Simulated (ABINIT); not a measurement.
**Geometry relaxation of Be$_{2}$C (part 2 of 2)**

Continued. System: Be$_{2}$C (Fm-3m, 3 atoms in the cell). Method: Kohn-Sham DFT of a periodic cell, PBEsol, PseudoDojo NC SR PBEsol v0.4.1 standard, no spin polarisation (ABINIT 10.8.3); cutoff 1197.3 eV, 8×8×8 k-mesh, fermi-dirac of 0.05 eV. The structure derives from an entry of the Crystallography Open Database.

Geometry of the input (Å; fractional positions):
```
0.0000  2.1650  2.1650
2.1650  0.0000  2.1650
2.1650  2.1650  0.0000
C  0.0000  0.0000  0.0000
Be 0.7500  0.7500  0.7500
Be 0.2500  0.2500  0.2500
```

Output, continued
```
--- !ResultsGS
iteration_state: {dtset: 1, itime: 2, icycle: 1, }
comment   : Summary of ground state results
lattice_vectors:
- [  0.0000000,   4.0832777,   4.0832777, ]
- [  4.0832777,   0.0000000,   4.0832777, ]
- [  4.0832777,   4.0832777,   0.0000000, ]
lattice_lengths: [   5.77463,    5.77463,    5.77463, ]
lattice_angles: [ 60.000,  60.000,  60.000, ] # degrees, (23, 13, 12)
lattice_volume:   1.3616226E+02
convergence: {deltae:  3.695E-13, res2:  5.339E-15, residm:  1.648E-06, diffor: null, }
etotal    :  -3.37999301E+01
entropy   :   0.00000000E+00
fermie    :   3.03628625E-01
cartesian_stress_tensor: # hartree/bohr^3
- [  2.50311173E-05,   0.00000000E+00,   0.00000000E+00, ]
- [  0.00000000E+00,   2.50311173E-05,   0.00000000E+00, ]
- [  0.00000000E+00,   0.00000000E+00,   2.50311173E-05, ]
pressure_GPa:  -7.3644E-01
xred      :
- [  0.0000E+00,   0.0000E+00,   0.0000E+00,  C]
- [  7.5000E-01,   7.5000E-01,   7.5000E-01, Be]
- [  2.5000E-01,   2.5000E-01,   2.5000E-01, Be]
cartesian_forces: # hartree/bohr
- [ -0.00000000E+00,  -0.00000000E+00,  -0.00000000E+00, ]
- [ -0.00000000E+00,  -0.00000000E+00,  -0.00000000E+00, ]
- [ -0.00000000E+00,  -0.00000000E+00,  -0.00000000E+00, ]
force_length_stats: {min:   0.00000000E+00, max:   0.00000000E+00, mean:   0.00000000E+00, }
...

 Integrated electronic density in atomic spheres:
 ------------------------------------------------
 Atom  Sphere_radius  Integrated_density
    1        2.00000          4.14983709
    2        2.00000          3.48576036
    3        2.00000          3.48576036

---OUTPUT-----------------------------------------------------------------------

 Cartesian coordinates (xcart) [bohr]
  0.00000000000000E+00  0.00000000000000E+00  0.00000000000000E+00
  6.12491661447894E+00  6.12491661447894E+00  6.12491661447894E+00
  2.04163887149298E+00  2.04163887149298E+00  2.04163887149298E+00
 Reduced coordinates (xred)
  0.00000000000000E+00  0.00000000000000E+00  0.00000000000000E+00
  7.50000000000000E-01  7.50000000000000E-01  7.50000000000000E-01
  2.50000000000000E-01  2.50000000000000E-01  2.50000000000000E-01
 Cartesian forces (fcart) [Ha/bohr]; max,rms= 0.00000E+00 0.00000E+00 (free atoms)
 -0.00000000000000E+00 -0.00000000000000E+00 -0.00000000000000E+00
 -0.00000000000000E+00 -0.00000000000000E+00 -0.00000000000000E+00
 -0.00000000000000E+00 -0.00000000000000E+00 -0.00000000000000E+00
 Gradient of E wrt nuclear positions in reduced coordinates (gred)
  0.00000000000000E+00  0.00000000000000E+00  0.00000000000000E+00
  0.00000000000000E+00  0.00000000000000E+00  0.00000000000000E+00
  0.00000000000000E+00  0.00000000000000E+00  0.00000000000000E+00
 Scale of Primitive Cell (acell) [bohr]
  5.77462676306694E+00  5.77462676306694E+00  5.77462676306694E+00
 Real space primitive translations (rprimd) [bohr]
  0.00000000000000E+00  4.08327774298596E+00  4.08327774298596E+00
  4.08327774298596E+00  0.00000000000000E+00  4.08327774298596E+00
  4.08327774298596E+00  4.08327774298596E+00  0.00000000000000E+00
 Unitary Cell Volume (ucvol) [Bohr^3]=  1.36162262798784E+02
 Angles (23,13,12)= [degrees]
  6.00000000000000E+01  6.00000000000000E+01  6.00000000000000E+01
 Lengths [Bohr]
  5.77462676306694E+00  5.77462676306694E+00  5.77462676306694E+00
 Stress tensor in cartesian coordinates (strten) [Ha/bohr^3]
  2.50311172716750E-05  0.00000000000000E+00  0.00000000000000E+00
  0.00000000000000E+00  2.50311172716768E-05  0.00000000000000E+00
  0.00000000000000E+00  0.00000000000000E+00  2.50311172716733E-05
 Total energy (etotal) [Ha]= -3.37999300953782E+01

 Difference of energy with previous step (new-old):
           Absolute (Ha)=-3.60635E-05
           Relative     =-1.06697E-06

--- Iteration: ( 3/50) Internal Cycle: (1/1)
--------------------------------------------------------------------------------

---SELF-CONSISTENT-FIELD CONVERGENCE--------------------------------------------

--- !BeginCycle
iteration_state: {dtset: 1, itime: 3, icycle: 1, }
solver: {iscf: 7, nstep: 80, nline: 4, wfoptalg: 0, }
tolerances: {tolvrs: 1.00E-12, }
...

     iter   Etot(hartree)      deltaE(h)  residm     vres2
 ETOT  1  -33.799929177416    -3.380E+01 1.823E-03 1.293E-01
 ETOT  2  -33.799935726039    -6.549E-06 4.902E-07 6.140E-03
 ETOT  3  -33.799935950771    -2.247E-07 5.576E-07 2.593E-03
 ETOT  4  -33.799936252351    -3.016E-07 1.906E-07 2.044E-05
 ETOT  5  -33.799936253415    -1.064E-09 1.646E-07 1.641E-07
 ETOT  6  -33.799936253420    -5.208E-12 9.159E-08 2.593E-10
 ETOT  7  -33.799936253421    -6.395E-13 7.627E-08 8.618E-13

 At SCF step    7       vres2   =  8.62E-13 < tolvrs=  1.00E-12 =>converged.

 Cartesian components of stress tensor (hartree/bohr^3)
  sigma(1 1)= -1.79321852E-07  sigma(3 2)=  0.00000000E+00
  sigma(2 2)= -1.79321852E-07  sigma(3 1)=  0.00000000E+00
  sigma(3 3)= -1.79321852E-07  sigma(2 1)=  0.00000000E+00

--- !ResultsGS
iteration_state: {dtset: 1, itime: 3, icycle: 1, }
comment   : Summary of ground state results
lattice_vectors:
- [  0.0000000,   4.0783292,   4.0783292, ]
- [  4.0783292,   0.0000000,   4.0783292, ]
- [  4.0783292,   4.0783292,   0.0000000, ]
lattice_lengths: [   5.76763,    5.76763,    5.76763, ]
lattice_angles: [ 60.000,  60.000,  60.000, ] # degrees, (23, 13, 12)
lattice_volume:   1.3566782E+02
convergence: {deltae: -6.395E-13, res2:  8.618E-13, residm:  7.627E-08, diffor: null, }
etotal    :  -3.37999363E+01
entropy   :   0.00000000E+00
fermie    :   3.04957949E-01
cartesian_stress_tensor: # hartree/bohr^3
- [ -1.79321852E-07,   0.00000000E+00,   0.00000000E+00, ]
- [  0.00000000E+00,  -1.79321852E-07,   0.00000000E+00, ]
- [  0.00000000E+00,   0.00000000E+00,  -1.79321852E-07, ]
pressure_GPa:   5.2758E-03
xred      :
- [  0.0000E+00,   0.0000E+00,   0.0000E+00,  C]
- [  7.5000E-01,   7.5000E-01,   7.5000E-01, Be]
- [  2.5000E-01,   2.5000E-01,   2.5000E-01, Be]
cartesian_forces: # hartree/bohr
- [ -4.29838822E-32,   4.29838822E-32,  -4.29838822E-32, ]
- [  8.59677645E-32,  -8.59677645E-32,   8.59677645E-32, ]
- [ -4.29838822E-32,   4.29838822E-32,  -4.29838822E-32, ]
force_length_stats: {min:   7.44502679E-32, max:   1.48900536E-31, mean:   9.92670239E-32, }
...

 Integrated electronic density in atomic spheres:
 ------------------------------------------------
 Atom  Sphere_radius  Integrated_density
    1        2.00000          4.15119540
    2        2.00000          3.48911324
    3        2.00000          3.48911324

---OUTPUT-----------------------------------------------------------------------

 Cartesian coordinates (xcart) [bohr]
  0.00000000000000E+00  0.00000000000000E+00  0.00000000000000E+00
  6.11749384717943E+00  6.11749384717943E+00  6.11749384717943E+00
  2.03916461572648E+00  2.03916461572648E+00  2.03916461572648E+00
 Reduced coordinates (xred)
  0.00000000000000E+00  0.00000000000000E+00  0.00000000000000E+00
  7.50000000000000E-01  7.50000000000000E-01  7.50000000000000E-01
  2.50000000000000E-01  2.50000000000000E-01  2.50000000000000E-01
 Cartesian forces (fcart) [Ha/bohr]; max,rms= 8.59678E-32 6.07884E-32 (free atoms)
 -4.29838822306147E-32  4.29838822306147E-32 -4.29838822306147E-32
  8.59677644612293E-32 -8.59677644612293E-32  8.59677644612293E-32
 -4.29838822306147E-32  4.29838822306147E-32 -4.29838822306147E-32
 Gradient of E wrt nuclear positions in reduced coordinates (gred)
  5.07632572226380E-48  3.50604846764894E-31  5.07632572226380E-48
 -1.10101720050493E-47 -7.01209693529788E-31 -1.10101720050493E-47
  5.07632572226380E-48  3.50604846764894E-31  5.07632572226380E-48
 Scale of Primitive Cell (acell) [bohr]
  5.76762851094341E+00  5.76762851094341E+00  5.76762851094341E+00
 Real space primitive translations (rprimd) [bohr]
  0.00000000000000E+00  4.07832923145296E+00  4.07832923145296E+00
  4.07832923145296E+00  0.00000000000000E+00  4.07832923145296E+00
  4.07832923145296E+00  4.07832923145296E+00  0.00000000000000E+00
 Unitary Cell Volume (ucvol) [Bohr^3]=  1.35667818636549E+02
 Angles (23,13,12)= [degrees]
  6.00000000000000E+01  6.00000000000000E+01  6.00000000000000E+01
 Lengths [Bohr]
  5.76762851094341E+00  5.76762851094341E+00  5.76762851094341E+00
 Stress tensor in cartesian coordinates (strten) [Ha/bohr^3]
 -1.79321852072228E-07  0.00000000000000E+00  0.00000000000000E+00
  0.00000000000000E+00 -1.79321852073963E-07  0.00000000000000E+00
  0.00000000000000E+00  0.00000000000000E+00 -1.79321852073963E-07
 Total energy (etotal) [Ha]= -3.37999362534209E+01

 Difference of energy with previous step (new-old):
           Absolute (Ha)=-6.15804E-06
           Relative     =-1.82191E-07

 At Broyd/MD step   3, gradients are converged :
  max grad (force/stress) = 1.7932E-05 < tolmxf= 2.0000E-05 ha/bohr (free atoms)

================================================================================

 ----iterations are completed or convergence reached----

 Mean square residual over all n,k,spin=   26.346E-11; max=  76.268E-09
 reduced coordinates (array xred) for    3 atoms
       0.000000000000      0.000000000000      0.000000000000
       0.750000000000      0.750000000000      0.750000000000
       0.250000000000      0.250000000000      0.250000000000
 rms dE/dt=  3.5060E-31; max dE/dt=  0.0000E+00; dE/dt below (all hartree)
    1       0.000000000000      0.000000000000      0.000000000000
    2       0.000000000000     -0.000000000000      0.000000000000
    3       0.000000000000      0.000000000000      0.000000000000

 cartesian coordinates (angstrom) at end:
    1      0.00000000000000     0.00000000000000     0.00000000000000
    2      3.23723832957050     3.23723832957050     3.23723832957050
    3      1.07907944319017     1.07907944319017     1.07907944319017

 cartesian forces (hartree/bohr) at end:
    1     -0.00000000000000     0.00000000000000    -0.00000000000000
    2      0.00000000000000    -0.00000000000000     0.00000000000000
    3     -0.00000000000000     0.00000000000000    -0.00000000000000
 frms,max,avg= 6.0788389E-32 8.5967764E-32   0.000E+00  0.000E+00  0.000E+00 h/b

 cartesian forces (eV/Angstrom) at end:
    1     -0.00000000000000     0.00000000000000    -0.00000000000000
    2      0.00000000000000    -0.00000000000000     0.00000000000000
    3     -0.00000000000000     0.00000000000000    -0.00000000000000
 frms,max,avg= 3.1258647E-30 4.4206402E-30   0.000E+00  0.000E+00  0.000E+00 e/A
 length scales=  5.767628510943  5.767628510943  5.767628510943 bohr
              =  3.052097566875  3.052097566875  3.052097566875 angstroms
 Fermi (or HOMO) energy (hartree) =   0.30496   Average Vxc (hartree)=  -0.44168
 Eigenvalues (hartree) for nkpt=  29  k points:
 kpt#   1, nband= 10, wtk=  0.00195, kpt=  0.0000  0.0000  0.0000 (reduced coord)
  -3.34075   -3.33930   -0.26959    0.28511    0.28511    0.28511    0.43714    0.43714
   0.43714    0.53518
      occupation numbers for kpt#   1
   2.00000    2.00000    2.00000    1.99996    1.99996    1.99996    0.00000    0.00000
   0.00000    0.00000
 prteigrs : prtvol=0 or 1, do not print more k-points.

--- !EnergyTerms
iteration_state     : {dtset: 1, itime: 3, icycle: 1, }
comment             : Components of total free energy in Hartree
kinetic             :  2.16854796785694E+01
hartree             :  4.78134559672395E+00
xc                  : -6.98447393178238E+00
Ewald energy        : -1.87741545969587E+01
psp_core            :  1.06804322266891E+00
local_psp           : -1.49228605339139E+01
non_local_psp       : -2.06533156783273E+01
internal            : -3.37999362430199E+01
'-kT*entropy'       : -1.04009629211670E-08
total_energy        : -3.37999362534209E+01
total_energy_eV     : -9.19743120481371E+02
band_energy         : -1.29843214553845E+01
...

 Cartesian components of stress tensor (hartree/bohr^3)
  sigma(1 1)= -1.79321852E-07  sigma(3 2)=  0.00000000E+00
  sigma(2 2)= -1.79321852E-07  sigma(3 1)=  0.00000000E+00
  sigma(3 3)= -1.79321852E-07  sigma(2 1)=  0.00000000E+00

-Cartesian components of stress tensor (GPa)         [Pressure=  5.2758E-03 GPa]
- sigma(1 1)= -5.27583104E-03  sigma(3 2)=  0.00000000E+00
- sigma(2 2)= -5.27583104E-03  sigma(3 1)=  0.00000000E+00
- sigma(3 3)= -5.27583104E-03  sigma(2 1)=  0.00000000E+00

== END DATASET(S) ==============================================================
================================================================================

 -outvars: echo values of variables after computation  --------
            acell      5.7676285109E+00  5.7676285109E+00  5.7676285109E+00 Bohr
           etotal     -3.3799936253E+01
            fcart     -4.2983882231E-32  4.2983882231E-32 -4.2983882231E-32
                       8.5967764461E-32 -8.5967764461E-32  8.5967764461E-32
                      -4.2983882231E-32  4.2983882231E-32 -4.2983882231E-32
            rprim      0.0000000000E+00  7.0710678119E-01  7.0710678119E-01
                       7.0710678119E-01  0.0000000000E+00  7.0710678119E-01
                       7.0710678119E-01  7.0710678119E-01  0.0000000000E+00
           strten     -1.7932185207E-07 -1.7932185207E-07 -1.7932185207E-07
                       0.0000000000E+00  0.0000000000E+00  0.0000000000E+00
           xangst      0.0000000000E+00  0.0000000000E+00  0.0000000000E+00
                       3.2372383296E+00  3.2372383296E+00  3.2372383296E+00
                       1.0790794432E+00  1.0790794432E+00  1.0790794432E+00
             xred      0.0000000000E+00  0.0000000000E+00  0.0000000000E+00
                       7.5000000000E-01  7.5000000000E-01  7.5000000000E-01
                       2.5000000000E-01  2.5000000000E-01  2.5000000000E-01
 Calculation completed.
```

Trajectory as extended XYZ (Å, eV, eV/Å), 3 frames, from step=0 to step=2
```
3
Lattice="0.0000 2.1650 2.1650 2.1650 0.0000 2.1650 2.1650 2.1650 0.0000" Properties=species:S:1:pos:R:3:forces:R:3 step=0 energy=-919.74197
C     0.0000    0.0000    0.0000    0.0000   0.0000   0.0000
Be    3.2475    3.2475    3.2475    0.0000   0.0000   0.0000
Be    1.0825    1.0825    1.0825    0.0000   0.0000   0.0000
3
Lattice="0.0000 2.1608 2.1608 2.1608 0.0000 2.1608 2.1608 2.1608 0.0000" Properties=species:S:1:pos:R:3:forces:R:3 step=1 energy=-919.74295
C     0.0000    0.0000    0.0000    0.0000   0.0000   0.0000
Be    3.2412    3.2412    3.2412    0.0000   0.0000   0.0000
Be    1.0804    1.0804    1.0804    0.0000   0.0000   0.0000
3
Lattice="0.0000 2.1582 2.1582 2.1582 0.0000 2.1582 2.1582 2.1582 0.0000" Properties=species:S:1:pos:R:3:forces:R:3 step=2 energy=-919.74312
C     0.0000    0.0000    0.0000    0.0000   0.0000   0.0000
Be    3.2372    3.2372    3.2372    0.0000   0.0000   0.0000
Be    1.0791    1.0791    1.0791    0.0000   0.0000   0.0000
```

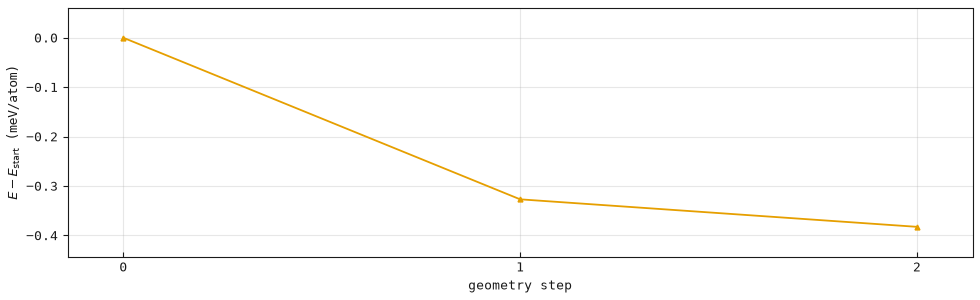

Fig. 1: Progress of the relaxation, step by step (steps are counted from 0). Over 2 geometry steps the energy falls by 0.4 meV per atom. All forces vanish by symmetry, so only the cell relaxes. No atom moves by more than 0.005 Å relative to the cell. 

Results in brief

| quantity | value |
| --- | --- |
| outcome | converged |
| space group (tolerance 0.01 Å) | Fm-3m (225) |
| electrons treated | 12 |
| free energy | −919.7431 eV |
| Fermi energy | 8.298 eV |
| gap on the k-point mesh | 1.08 eV |
| pressure | 0.01 GPa |
| final volume | 20.10 Å³ |
| largest force (length of the vector) at the end | under 0.001 eV/Å |
| final cell | a = 3.052 Å, b = 3.052 Å, c = 3.052 Å, α = 60.00°, β = 60.00°, γ = 60.00° |
| hardware | 1 thread of Arm Neoverse V1, 24 GiB of memory available, shared host |
| wall time | 50 s |
| peak memory | 0.08 GiB |
